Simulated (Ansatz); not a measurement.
System: WS₂.

The calculation's input:

```
crystal:
  lattice:
    - [1.5728881103, -2.7243221217, 0.0]
    - [0.0, 0.0, -16.9534210371]
    - [9.437328662, 5.4486442434, -7.0644905462]
  atoms:
    - { symbol: W, position: [0.5, -0.34725, 0.8333333333] }
    - { symbol: W, position: [0.0, -0.034725, 0.0833333333] }
    - { symbol: W, position: [0.5, -0.1389, 0.3333333333] }
    - { symbol: W, position: [0.0, -0.243075, 0.5833333333] }
    - { symbol: S, position: [0.0, -0.2895511486, 0.9166666667] }
    - { symbol: S, position: [0.5, 0.0229738514, 0.1666666667] }
    - { symbol: S, position: [0.0, -0.0812011486, 0.4166666667] }
    - { symbol: S, position: [0.5, -0.1853761486, 0.6666666667] }
    - { symbol: S, position: [0.0, 0.5256011486, 0.9166666667] }
    - { symbol: S, position: [0.5, 0.8381261486, 0.1666666667] }
    - { symbol: S, position: [0.0, 0.7339511486, 0.4166666667] }
    - { symbol: S, position: [0.5, 0.6297761486, 0.6666666667] }
basis:
  ecutwfc: 420
kpoints:
  mp_grid: { grid: [8, 2, 3] }
hamiltonian:
  xc: pbesol
scf:
  occupations: { method: gaussian, width: 0.05 }
output:
  forces: true
  stress: true
  eigenvalues: true
  write_density: true
  write_potential: true
  elf: true
  volumetric_format: npy
```

Command:

```sh
ansatz run input.yaml --threads 2 --pin off --max-ram 5120MiB --backend cpu --events-out ev --progress --plain --runs-dir out
```

Below, planes, directions and counts refer to the conventional cell (a = 12.99 Å, b = 3.15 Å, c = 14.72 Å, α = 90.00°, β = 104.82°, γ = 90.00°).

Space group Pm; a structure from a database of computed crystals, not necessarily the ambient phase; not relaxed (largest force 1.9 eV/Å).

These are results of DFT PBEsol, scalar-relativistic, plane waves, PAW in Ansatz, not measurements.

**Predict the valence pseudo-density and electron localisation function between the atoms.**

W–S (2.40 Å): the density is about 0.63 e/Å³ at the midpoint; the ELF peaks at about 0.85 in the valence shell of S, 0.8 Å from its nucleus, and is about 0.45 at the midpoint.

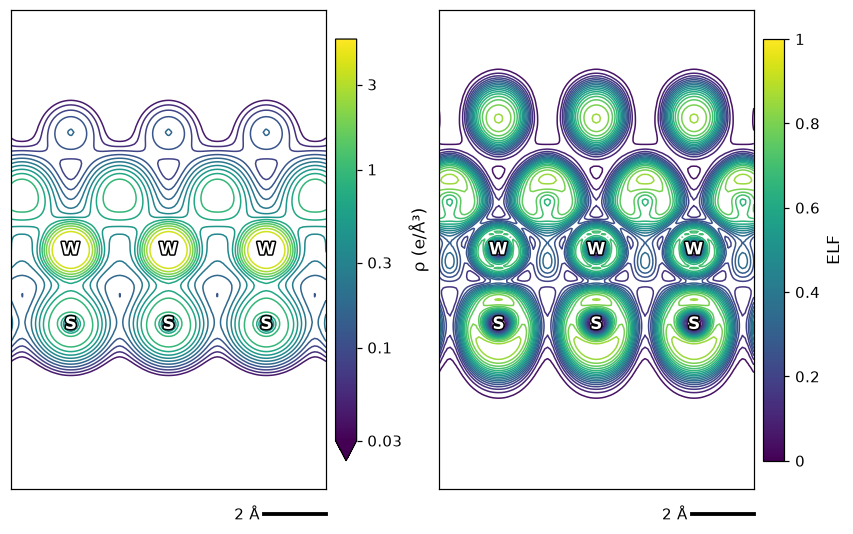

Computed valence pseudo-density and electron localisation function on the (100) plane of the conventional cell, in this order. Atoms just off the plane (S, 0.6 Å away) can leave unmarked features too.

Core electrons are frozen (PAW), and the valence fields are smoothed inside the atomic spheres.
